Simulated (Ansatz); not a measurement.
Input file:

```
crystal:
  lattice:
    - [3.3178488582, 0.0, 0.0]
    - [-1.6589244291, 2.8733413971, 0.0]
    - [0.0, 0.0, 36.41830731]
  atoms:
    - { symbol: W, position: [0.66666667, 0.33333333, 0.90611047] }
    - { symbol: W, position: [0.66666667, 0.33333333, 0.280468] }
    - { symbol: W, position: [0.33333333, 0.66666667, 0.719532] }
    - { symbol: W, position: [0.33333333, 0.66666667, 0.09388953] }
    - { symbol: Se, position: [0.33333333, 0.66666667, 0.95178674] }
    - { symbol: Se, position: [0.33333333, 0.66666667, 0.32610682] }
    - { symbol: Se, position: [0.66666667, 0.33333333, 0.76520455] }
    - { symbol: Se, position: [0.66666667, 0.33333333, 0.1395502] }
    - { symbol: Se, position: [0.33333333, 0.66666667, 0.8604498] }
    - { symbol: Se, position: [0.33333333, 0.66666667, 0.23479545] }
    - { symbol: Se, position: [0.66666667, 0.33333333, 0.67389318] }
    - { symbol: Se, position: [0.66666667, 0.33333333, 0.04821326] }
kpoints:
  mp_grid: { grid: [9, 9, 1] }
hamiltonian:
  xc: pbesol
scf:
  occupations: { method: fermi_dirac, width: 0.03 }
relax:
  f_tol: 0.01
  cell: {}
  max_steps: 120
output:
  write_density: true
  write_potential: true
  elf: true
  volumetric_format: npy
```

Launched as:

```sh
ansatz run input.yaml --threads 4 --pin off --max-ram 4608MiB --backend cpu --events-out ev --progress --plain --runs-dir out
```

Below, planes, directions and counts refer to the conventional cell (a = 3.27 Å, b = 3.27 Å, c = 35.78 Å, α = 90.00°, β = 90.00°, γ = 120.00°).

The fields are those of the run's last geometry, not of the input's.

Space group P-3m1; a structure from a database of computed crystals, not necessarily the ambient phase; started from the database structure prototype, which need not be the ambient phase.

Theory: Ansatz 0.2.0, DFT, PBEsol, plane waves, PAW.

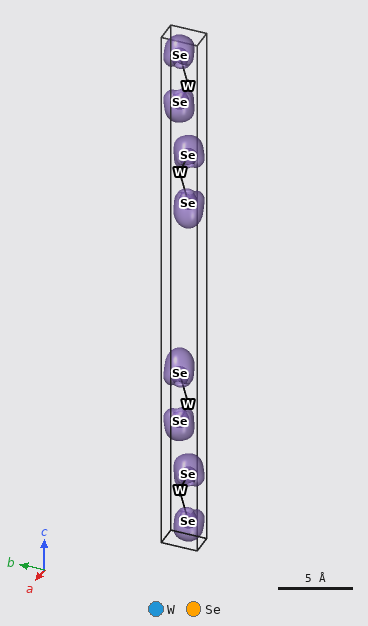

WSe₂. Isosurface of the electron localisation function at 0.7 (purple), seen at an oblique angle. Only the valence region is drawn (cores and ρ < 0.01 e/Å³ removed). Sticks mark near contacts.

> Describe the localisation domains.

At this value the surface marks out eight regions wrapped around Se (the valence shell of each), counted in one cell of 12 atoms. Regions shared between cells count once. Profiles from the grid: W–Se (2.52 Å): the ELF is about 0.55 at the midpoint.
